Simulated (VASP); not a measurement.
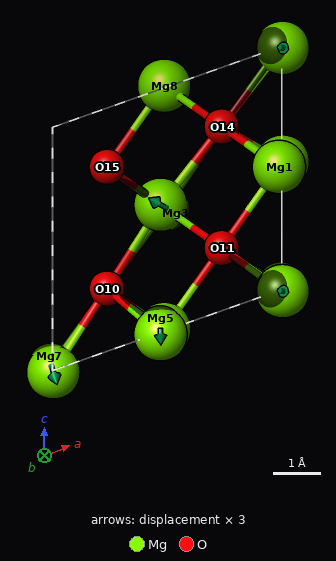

This is a relaxation of a defect cell of composition Mg₈O₇. The starting structure is drawn faded, the final one solid; green arrows show the displacements, magnified 3 times.

Style: ball-and-stick. Shown: the cell of the calculation, reduced to other axes (origin shifted), along the b axis. Lengths and directions refer to the drawn axes.

The run lets the atoms move in a fixed cell.

The calculation used Kohn-Sham DFT of a periodic cell, PBE, VASP PAW PBE potentials, recommended (VASP).

Input
```
PREC = Normal ; ENCUT = 450
EDIFF = 1E-6 ; ISMEAR = 0
SIGMA = 0.01 ; LREAL = Auto
LASPH = True ; NELM = 80
ALGO = Normal ; ISIF = 2
LWAVE = False ; LCHARG = False
GGA = PE ; IBRION = 2
NSW = 70 ; EDIFFG = -0.025
ICORELEVEL = 1 ; NELECT = 56.0
ISYM = 0
```

Run as
```bash
cat potpaw_PBE.64/Mg/POTCAR potpaw_PBE.64/O/POTCAR > POTCAR
mpirun -np 2 vasp_std > vasp.out
```

What did the optimiser do to the structure, and how much energy did it gain?

Answer. The energy falls by 1.419 eV per cell of the calculation in 10 geometry steps. The largest force component goes from 3.2 to 0.019 eV/Å. A Mg atom moves most: 0.19 Å along [−3 −2 3]. Largest moves by element: Mg 0.19 Å, O 0.02 Å. The cell doesn't change. Some distances before and after: Mg–Mg 3.085 → 2.807 Å, Mg–Mg 3.052 → 2.808 Å, Mg–Mg 3.019 → 2.806 Å, Mg–Mg 2.994 → 2.807 Å. Among the angles between lasting bonds that change: Mg–O–Mg 92.1° → 82.5°, Mg–O–Mg 88.4° → 97.4°, Mg–O–Mg 90.7° → 82.6°. It ran on 2 threads of Intel(R) Xeon(R) Platinum 8375C CPU @ 2.90GHz (Ice Lake), with other jobs on the host.

Limits of the set-up: the periodic images lie only 6.0 Å apart, so the values are limited by the cell's size.
